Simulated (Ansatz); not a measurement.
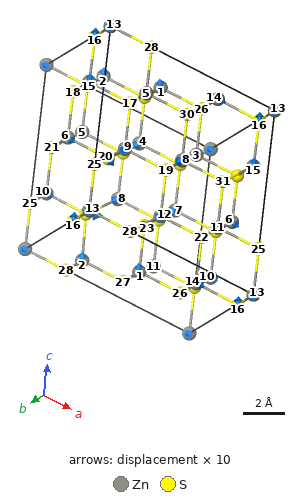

This is a relaxation of a defect cell of composition Zn₁₅S₁₆. The starting structure is drawn; blue arrows show the displacements, 10 times their true length.

The picture is a ball-and-stick view of the cell of the calculation, seen from a free direction.

Theory: DFT PBEsol, scalar-relativistic, plane waves, PAW in Ansatz 0.2.0. Settings: plane-wave cutoff 420 eV; k-point mesh 2 × 2 × 2; occupations gaussian; smearing width 0.02 eV; mesh shifted by (0.5, 0.5, 0.5); collinear spin; atoms relaxed in a fixed cell; force threshold 0.03 eV/Å; at most 40 steps.

### Which element moves most?

Sulfur: up to 0.087 Å, against 0.053 Å for zinc.

### Describe the change and its energy.

The energy falls by 0.124 eV per cell of the calculation in 2 accepted moves (3 points after the start). The largest force component goes from 0.64 to 0.017 eV/Å. 1 step only repeated the SCF at the same geometry. The atom that moves furthest is an S atom (0.087 Å along [3 0 1]). Largest moves by element: S 0.087 Å, Zn 0.053 Å. The cell stays as it was. Near-neighbour distances that change, for instance: S–Zn 2.383 → 2.287 Å, S–Zn 2.346 → 2.286 Å, S–Zn 2.246 → 2.287 Å, S–Zn 2.320 → 2.287 Å. Among the angles between lasting bonds that change: Zn–S–Zn 111.6° → 108.7°, S–Zn–S 107.7° → 110.4°. Cost: 99 s on 8 threads of Arm Neoverse V2, on a shared host, peak memory 3.7 GiB.
